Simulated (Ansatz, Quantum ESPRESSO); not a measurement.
# Evanescent states of KCl, rock salt type, lattice constant set to 6.252 Å, part 2 of 4

Wanted: the complex band structure of KCl, rock salt type, lattice constant set to 6.252 Å, as for a tunnel barrier.

Quantum ESPRESSO 7.5; plane-wave DFT, PBE, GBRV ultrasoft pseudopotentials; cross-check by Ansatz 0.2.0 with PAW datasets.

So far. Step 2 (Ground state): The run needed 11 iterations to bring the estimated error under 1e-09 Ry.

The structure was built from a prototype and need not be the compound's stable phase.

## Step 3: Complex band structure

Level of this step: complex band structure by pwcond; plane-wave DFT, PBE, GBRV ultrasoft pseudopotentials (Quantum ESPRESSO).

ikind = 0 solves one period of the crystal for all kz, real and complex, at each energy and k across. ewind and epsproj trim the two-dimensional plane-wave basis; nz1 sets the subslabs.

Input file cbs.in:

```
&inputcond
  outdir = './out'
  prefixl = 'scf'
  band_file = 'cbs'
  ikind = 0
  ewind = 4.0
  epsproj = 1e-05
  nz1 = 7
  energy0 = 6.9
  denergy = -0.23
/
4
  0.00000000 0.00000000 1.00000000
  0.50000000 0.00000000 1.00000000
  0.50000000 0.50000000 1.00000000
  0.25000000 0.00000000 1.00000000
40
```

The run is started by

```console
$ OMP_NUM_THREADS=1 mpirun -n 2 pwcond.x -in cbs.in > cbs.out
```

Log:

```text
[banner, memory and clock lines left out]
Program PWCOND v.7.5 starts

          URL

     ./out/scf.save/

     IMPORTANT: XC functional enforced from input :
     Exchange-correlation= PBE
                           (   1   4   3   4   0   0   0)
     Any further DFT definition will be discarded
     Please, verify this is what you really want

     negative rho (up, down):  3.035E-02 0.000E+00
     Reading collected, re-writing distributed wavefunctions

===== INPUT FILE containing the left lead =====

     GEOMETRY:

     lattice parameter (alat)  =       8.3542  a.u.
     the volume                =     824.5624 (a.u.)^3
     the cross section         =      69.7920 (a.u.)^2
     l of the unit cell        =       1.4142 (alat)
     number of atoms/cell      =            4
     number of atomic types    =            2

     crystal axes: (cart. coord. in units of alat)
               a(1) = (  1.0000  0.0000  0.0000 )
               a(2) = (  0.0000  1.0000  0.0000 )
               a(3) = (  0.0000  0.0000  1.4142 )

   Cartesian axes

     site n.     atom                  positions (alat units)
          1        K      tau(  1)=(  0.0000  0.0000  1.4142  )
          2        Cl     tau(  2)=(  0.5000  0.5000  1.4142  )
          3        K      tau(  3)=(  0.5000  0.5000  0.7071  )
          4        Cl     tau(  4)=(  0.0000  0.0000  0.7071  )

     nr1s                      =           36
     nr2s                      =           36
     nr3s                      =           48
     nr1sx                     =           36
     nr2sx                     =           36
     nr3sx                     =           48
     nr1                       =           40
     nr2                       =           40
     nr3                       =           54
     nr1x                      =           40
     nr2x                      =           40
     nr3x                      =           54

 _______________________________
  Radii of nonlocal spheres:

     type       ibeta     ang. mom.          radius (alat units)
       K          1         0                    0.2424
       K          2         0                    0.2424
       K          3         1                    0.2424
       K          4         1                    0.2424
       K          5         2                    0.2424
       K          6         2                    0.2424
       Cl         1         0                    0.1563
       Cl         2         0                    0.1563
       Cl         3         1                    0.1563
       Cl         4         1                    0.1563
       Cl         5         2                    0.1563
       Cl         6         2                    0.1563
----- General information -----

----- Complex band structure calculation -----

     nrx                       =           36
     nry                       =           36
     nz1                       =            7

     energy0               =         6.9E+00
     denergy               =        -2.3E-01
     nenergy               =         40
     ecut2d                =         4.0E+01
     ewind                 =         4.0E+00
     epsproj               =         1.0E-05

     number of k_|| points=    4
                       cryst. coord.
        k(    1) = (   0.0000000   0.0000000), wk =   0.2500000
        k(    2) = (   0.5000000   0.0000000), wk =   0.2500000
        k(    3) = (   0.5000000   0.5000000), wk =   0.2500000
        k(    4) = (   0.2500000   0.0000000), wk =   0.2500000
----- Information about left lead -----

     nocros                   =           36
     noins                    =           36
     norb                     =          108
     norbf                    =          108
     nrz                      =           48

      iorb      type   ibeta   ang. mom.   m       position (alat)
        1        1       1        0        1   taunew(   1)=(  0.0000  0.0000  0.0000)
        2        1       2        0        1   taunew(   2)=(  0.0000  0.0000  0.0000)
        3        1       3        1        1   taunew(   3)=(  0.0000  0.0000  0.0000)
        4        1       3        1        2   taunew(   4)=(  0.0000  0.0000  0.0000)
        5        1       3        1        3   taunew(   5)=(  0.0000  0.0000  0.0000)
        6        1       4        1        1   taunew(   6)=(  0.0000  0.0000  0.0000)
        7        1       4        1        2   taunew(   7)=(  0.0000  0.0000  0.0000)
        8        1       4        1        3   taunew(   8)=(  0.0000  0.0000  0.0000)
        9        1       5        2        1   taunew(   9)=(  0.0000  0.0000  0.0000)
       10        1       5        2        2   taunew(  10)=(  0.0000  0.0000  0.0000)
       11        1       5        2        3   taunew(  11)=(  0.0000  0.0000  0.0000)
       12        1       5        2        4   taunew(  12)=(  0.0000  0.0000  0.0000)
       13        1       5        2        5   taunew(  13)=(  0.0000  0.0000  0.0000)
       14        1       6        2        1   taunew(  14)=(  0.0000  0.0000  0.0000)
       15        1       6        2        2   taunew(  15)=(  0.0000  0.0000  0.0000)
       16        1       6        2        3   taunew(  16)=(  0.0000  0.0000  0.0000)
       17        1       6        2        4   taunew(  17)=(  0.0000  0.0000  0.0000)
       18        1       6        2        5   taunew(  18)=(  0.0000  0.0000  0.0000)
       19        2       1        0        1   taunew(  19)=(  0.5000  0.5000  0.0000)
       20        2       2        0        1   taunew(  20)=(  0.5000  0.5000  0.0000)
       21        2       3        1        1   taunew(  21)=(  0.5000  0.5000  0.0000)
       22        2       3        1        2   taunew(  22)=(  0.5000  0.5000  0.0000)
       23        2       3        1        3   taunew(  23)=(  0.5000  0.5000  0.0000)
       24        2       4        1        1   taunew(  24)=(  0.5000  0.5000  0.0000)
       25        2       4        1        2   taunew(  25)=(  0.5000  0.5000  0.0000)
       26        2       4        1        3   taunew(  26)=(  0.5000  0.5000  0.0000)
       27        2       5        2        1   taunew(  27)=(  0.5000  0.5000  0.0000)
       28        2       5        2        2   taunew(  28)=(  0.5000  0.5000  0.0000)
       29        2       5        2        3   taunew(  29)=(  0.5000  0.5000  0.0000)
       30        2       5        2        4   taunew(  30)=(  0.5000  0.5000  0.0000)
       31        2       5        2        5   taunew(  31)=(  0.5000  0.5000  0.0000)
       32        2       6        2        1   taunew(  32)=(  0.5000  0.5000  0.0000)
       33        2       6        2        2   taunew(  33)=(  0.5000  0.5000  0.0000)
       34        2       6        2        3   taunew(  34)=(  0.5000  0.5000  0.0000)
       35        2       6        2        4   taunew(  35)=(  0.5000  0.5000  0.0000)
       36        2       6        2        5   taunew(  36)=(  0.5000  0.5000  0.0000)
       37        1       1        0        1   taunew(  37)=(  0.5000  0.5000  0.7071)
       38        1       2        0        1   taunew(  38)=(  0.5000  0.5000  0.7071)
       39        1       3        1        1   taunew(  39)=(  0.5000  0.5000  0.7071)
       40        1       3        1        2   taunew(  40)=(  0.5000  0.5000  0.7071)
       41        1       3        1        3   taunew(  41)=(  0.5000  0.5000  0.7071)
       42        1       4        1        1   taunew(  42)=(  0.5000  0.5000  0.7071)
       43        1       4        1        2   taunew(  43)=(  0.5000  0.5000  0.7071)
       44        1       4        1        3   taunew(  44)=(  0.5000  0.5000  0.7071)
       45        1       5        2        1   taunew(  45)=(  0.5000  0.5000  0.7071)
       46        1       5        2        2   taunew(  46)=(  0.5000  0.5000  0.7071)
       47        1       5        2        3   taunew(  47)=(  0.5000  0.5000  0.7071)
       48        1       5        2        4   taunew(  48)=(  0.5000  0.5000  0.7071)
       49        1       5        2        5   taunew(  49)=(  0.5000  0.5000  0.7071)
       50        1       6        2        1   taunew(  50)=(  0.5000  0.5000  0.7071)
       51        1       6        2        2   taunew(  51)=(  0.5000  0.5000  0.7071)
       52        1       6        2        3   taunew(  52)=(  0.5000  0.5000  0.7071)
       53        1       6        2        4   taunew(  53)=(  0.5000  0.5000  0.7071)
       54        1       6        2        5   taunew(  54)=(  0.5000  0.5000  0.7071)
       55        2       1        0        1   taunew(  55)=(  0.0000  0.0000  0.7071)
       56        2       2        0        1   taunew(  56)=(  0.0000  0.0000  0.7071)
       57        2       3        1        1   taunew(  57)=(  0.0000  0.0000  0.7071)
       58        2       3        1        2   taunew(  58)=(  0.0000  0.0000  0.7071)
       59        2       3        1        3   taunew(  59)=(  0.0000  0.0000  0.7071)
       60        2       4        1        1   taunew(  60)=(  0.0000  0.0000  0.7071)
       61        2       4        1        2   taunew(  61)=(  0.0000  0.0000  0.7071)
       62        2       4        1        3   taunew(  62)=(  0.0000  0.0000  0.7071)
       63        2       5        2        1   taunew(  63)=(  0.0000  0.0000  0.7071)
       64        2       5        2        2   taunew(  64)=(  0.0000  0.0000  0.7071)
       65        2       5        2        3   taunew(  65)=(  0.0000  0.0000  0.7071)
       66        2       5        2        4   taunew(  66)=(  0.0000  0.0000  0.7071)
       67        2       5        2        5   taunew(  67)=(  0.0000  0.0000  0.7071)
       68        2       6        2        1   taunew(  68)=(  0.0000  0.0000  0.7071)
       69        2       6        2        2   taunew(  69)=(  0.0000  0.0000  0.7071)
       70        2       6        2        3   taunew(  70)=(  0.0000  0.0000  0.7071)
       71        2       6        2        4   taunew(  71)=(  0.0000  0.0000  0.7071)
       72        2       6        2        5   taunew(  72)=(  0.0000  0.0000  0.7071)
       73        1       1        0        1   taunew(  73)=(  0.0000  0.0000  1.4142)
       74        1       2        0        1   taunew(  74)=(  0.0000  0.0000  1.4142)
       75        1       3        1        1   taunew(  75)=(  0.0000  0.0000  1.4142)
       76        1       3        1        2   taunew(  76)=(  0.0000  0.0000  1.4142)
       77        1       3        1        3   taunew(  77)=(  0.0000  0.0000  1.4142)
       78        1       4        1        1   taunew(  78)=(  0.0000  0.0000  1.4142)
       79        1       4        1        2   taunew(  79)=(  0.0000  0.0000  1.4142)
       80        1       4        1        3   taunew(  80)=(  0.0000  0.0000  1.4142)
       81        1       5        2        1   taunew(  81)=(  0.0000  0.0000  1.4142)
       82        1       5        2        2   taunew(  82)=(  0.0000  0.0000  1.4142)
       83        1       5        2        3   taunew(  83)=(  0.0000  0.0000  1.4142)
       84        1       5        2        4   taunew(  84)=(  0.0000  0.0000  1.4142)
       85        1       5        2        5   taunew(  85)=(  0.0000  0.0000  1.4142)
       86        1       6        2        1   taunew(  86)=(  0.0000  0.0000  1.4142)
       87        1       6        2        2   taunew(  87)=(  0.0000  0.0000  1.4142)
       88        1       6        2        3   taunew(  88)=(  0.0000  0.0000  1.4142)
       89        1       6        2        4   taunew(  89)=(  0.0000  0.0000  1.4142)
       90        1       6        2        5   taunew(  90)=(  0.0000  0.0000  1.4142)
       91        2       1        0        1   taunew(  91)=(  0.5000  0.5000  1.4142)
       92        2       2        0        1   taunew(  92)=(  0.5000  0.5000  1.4142)
       93        2       3        1        1   taunew(  93)=(  0.5000  0.5000  1.4142)
       94        2       3        1        2   taunew(  94)=(  0.5000  0.5000  1.4142)
       95        2       3        1        3   taunew(  95)=(  0.5000  0.5000  1.4142)
       96        2       4        1        1   taunew(  96)=(  0.5000  0.5000  1.4142)
       97        2       4        1        2   taunew(  97)=(  0.5000  0.5000  1.4142)
       98        2       4        1        3   taunew(  98)=(  0.5000  0.5000  1.4142)
       99        2       5        2        1   taunew(  99)=(  0.5000  0.5000  1.4142)
      100        2       5        2        2   taunew( 100)=(  0.5000  0.5000  1.4142)
      101        2       5        2        3   taunew( 101)=(  0.5000  0.5000  1.4142)
      102        2       5        2        4   taunew( 102)=(  0.5000  0.5000  1.4142)
      103        2       5        2        5   taunew( 103)=(  0.5000  0.5000  1.4142)
      104        2       6        2        1   taunew( 104)=(  0.5000  0.5000  1.4142)
      105        2       6        2        2   taunew( 105)=(  0.5000  0.5000  1.4142)
      106        2       6        2        3   taunew( 106)=(  0.5000  0.5000  1.4142)
      107        2       6        2        4   taunew( 107)=(  0.5000  0.5000  1.4142)
      108        2       6        2        5   taunew( 108)=(  0.5000  0.5000  1.4142)
 ngper, shell number =          221          32
 ngper, n2d =          221         100
---  E-Ef =    6.9000000  k =    0.0000000   0.0000000
---  ie =          1  ik =          1
 Nchannels of the left tip =            2
 Right moving states:
   k1(2pi/a)   k2(2pi/a)   E-Ef (eV)
   0.3580043   0.0000000   6.9000000
  -0.4601852  -0.0000000   6.9000000
 Left moving states:
   k1(2pi/a)   k2(2pi/a)   E-Ef (eV)
  -0.3580043   0.0000000   6.9000000
   0.4601851  -0.0000000   6.9000000

---  E-Ef =    6.6700000  k =    0.0000000   0.0000000
---  ie =          2  ik =          1
 Nchannels of the left tip =            2
 Right moving states:
   k1(2pi/a)   k2(2pi/a)   E-Ef (eV)
   0.2244532   0.0000000   6.6700000
   0.4867937  -0.0000000   6.6700000
 Left moving states:
   k1(2pi/a)   k2(2pi/a)   E-Ef (eV)
  -0.2244532   0.0000000   6.6700000
  -0.4867938  -0.0000000   6.6700000
[... further energies and points left out ...]
---  E-Ef =   -1.8400000  k =    0.2500000   0.0000000
---  ie =         39  ik =          4
 Nchannels of the left tip =            0
 Right moving states:
   k1(2pi/a)   k2(2pi/a)   E-Ef (eV)
 Left moving states:
   k1(2pi/a)   k2(2pi/a)   E-Ef (eV)

---  E-Ef =   -2.0700000  k =    0.2500000   0.0000000
---  ie =         40  ik =          4
 Nchannels of the left tip =            0
 Right moving states:
   k1(2pi/a)   k2(2pi/a)   E-Ef (eV)
 Left moving states:
   k1(2pi/a)   k2(2pi/a)   E-Ef (eV)

Note: The following floating-point exceptions are signalling: IEEE_UNDERFLOW_FLAG IEEE_DENORMAL
Note: The following floating-point exceptions are signalling: IEEE_UNDERFLOW_FLAG IEEE_DENORMAL
```

Run time: 3.4 min. Hardware: 2 MPI ranks of AMD EPYC 7R43, shared host; peak memory 0.19 GiB.

Numbers from this step:

* peak of the smallest κ at the zone centre: 0.383 Å⁻¹
* energy of the peak at the zone centre: 2.3 eV
* peak of the smallest κ at (1/2, 1/2): 0.506 Å⁻¹
* peak of the smallest κ at (1/4, 0): 0.453 Å⁻¹

K across = (0, 0) in the cell's reciprocal vectors; values within 0.0025 1/Å of each other count once, columns are sorted by size at each energy, a dash where no further value was kept. Table of Im kz of the slowest decaying states by energy, zero at the highest filled level of the SCF mesh:

```tsv
energy (eV)	decay 1 (Å⁻¹)	decay 2 (Å⁻¹)	decay 3 (Å⁻¹)
-2.07	0.522	1.12	1.56
-1.61	0.457	1.05	1.52
-0.92	0.265	0.92	1.46
-0.46	0.317	0.755	1.41
0.00	0.027	0.037	0.445
0.46	0.255	0.503	0.571
1.15	0.343	0.549	0.699
1.61	0.369	0.567	0.73
2.07	0.381	0.578	0.743
2.76	0.38	0.585	0.742
3.22	0.368	0.585	0.732
3.68	0.346	0.581	0.716
4.37	0.285	0.571	0.683
4.83	0.21	0.56	0.654
5.29	0.546	0.619	0.775
5.75	0.493	0.53	0.582
6.44	0.159	0.5	0.51
6.90	0.452	0.475	0.552
```

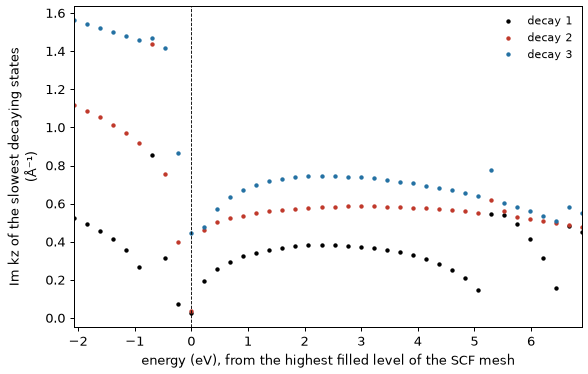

Im kz of the slowest decaying states, plotted against energy.

K across = (0, 0) in the cell's reciprocal vectors. Re kz of states that move upwards against energy, zero at the highest filled level of the SCF mesh:

```tsv
energy (eV)	channel 1 (Å⁻¹)	channel 2 (Å⁻¹)
-2.07	-	-
-1.38	-	-
-0.69	-0.127	0.458
0.00	-	-
0.69	-	-
1.38	-	-
2.07	-	-
2.76	-	-
3.45	-	-
4.14	-	-
4.83	-	-
5.52	0.182	-
6.21	0.379	-
6.90	-0.462	0.360
```

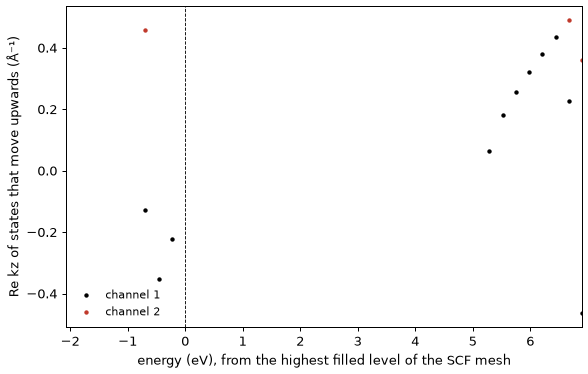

Re kz of states that move upwards against energy.

K across = (1/2, 0) in the cell's reciprocal vectors; values within 0.0025 1/Å of each other count once, columns are sorted by size at each energy, a dash where no further value was kept. Table of Im kz of the slowest decaying states by energy, zero at the highest filled level of the SCF mesh:

```tsv
energy (eV)	decay 1 (Å⁻¹)	decay 2 (Å⁻¹)	decay 3 (Å⁻¹)
-2.07	0.484	1.03	1.07
-0.92	0.803	0.845	1.77
0.00	0.449	0.64	0.709
0.92	0.515	0.814	0.87
2.07	0.552	0.847	0.904
2.99	0.558	0.835	0.895
3.91	0.551	0.801	0.868
5.06	0.527	0.732	0.813
5.98	0.501	0.642	0.753
```

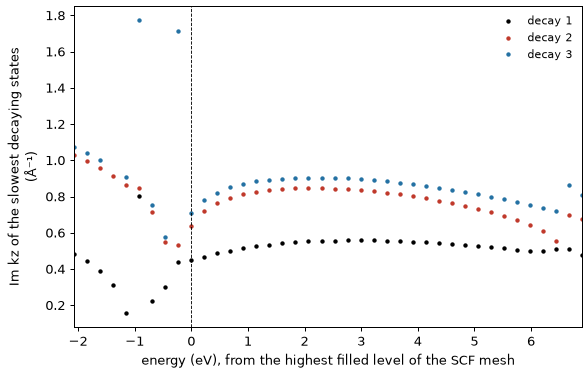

Im kz of the slowest decaying states against energy.

K across = (1/2, 1/2) in the cell's reciprocal vectors; values within 0.0025 1/Å of each other count once, columns are sorted by size at each energy, a dash where no further value was kept. Table of Im kz of the slowest decaying states by energy, zero at the highest filled level of the SCF mesh:

```tsv
energy (eV)	decay 1 (Å⁻¹)	decay 2 (Å⁻¹)	decay 3 (Å⁻¹)
-2.07	0.543	1.06	1.88
-0.92	0.34	0.573	1.02
0.00	0.253	0.35	1.15
0.92	0.431	0.574	1.19
2.07	0.493	0.614	1.20
2.99	0.506	0.592	1.18
3.91	0.499	0.538	1.16
5.06	0.426	0.469	1.12
5.98	0.269	0.426	1.08
```

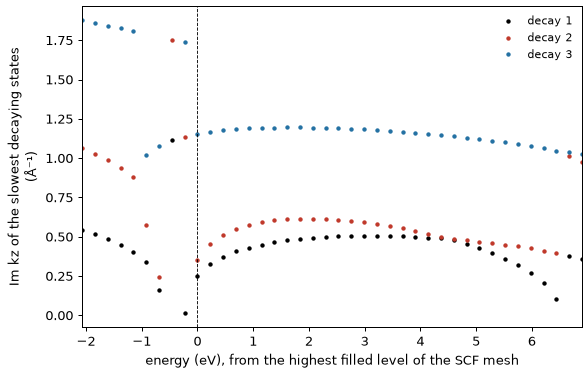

Im kz of the slowest decaying states against energy.

K across = (1/4, 0) in the cell's reciprocal vectors; values within 0.0025 1/Å of each other count once, columns are sorted by size at each energy, a dash where no further value was kept. Im kz of the slowest decaying states against energy, zero at the highest filled level of the SCF mesh:

```tsv
energy (eV)	decay 1 (Å⁻¹)	decay 2 (Å⁻¹)	decay 3 (Å⁻¹)
-2.07	0.506	1.07	1.09
-1.61	0.431	1.00	1.03
-0.92	0.157	0.863	0.883
-0.46	0.68	0.691	1.51
0.00	0.199	0.437	0.474
0.46	0.343	0.527	0.649
1.15	0.414	0.559	0.736
1.61	0.436	0.573	0.756
2.07	0.449	0.582	0.763
2.76	0.453	0.587	0.756
3.22	0.447	0.586	0.743
3.68	0.435	0.582	0.724
4.37	0.404	0.57	0.685
4.83	0.37	0.559	0.653
5.29	0.319	0.545	0.615
5.75	0.235	0.528	0.571
6.44	0.492	0.496	0.569
6.90	0.404	0.428	0.472
```

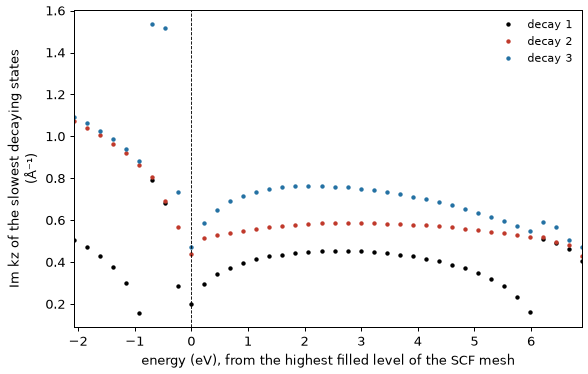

Im kz of the slowest decaying states against energy.

(Continued in part 3 of 4.)

[Logs are printed without paths, hosts, clocks, repeated set-up lines and the standing remarks that a program may print on its own settings, such as how far it seeks lower states.]

[Hosts, paths, dates, database ids (printed as entryN), source tags and the programs' standing remarks are cut or masked in the printed files.]

[Maps of the electrostatic potential energy from Ansatz leave out the sawtooth potential of an applied field or a dipole correction, so their vacuum need not be flat; planar profiles and work functions include it.]
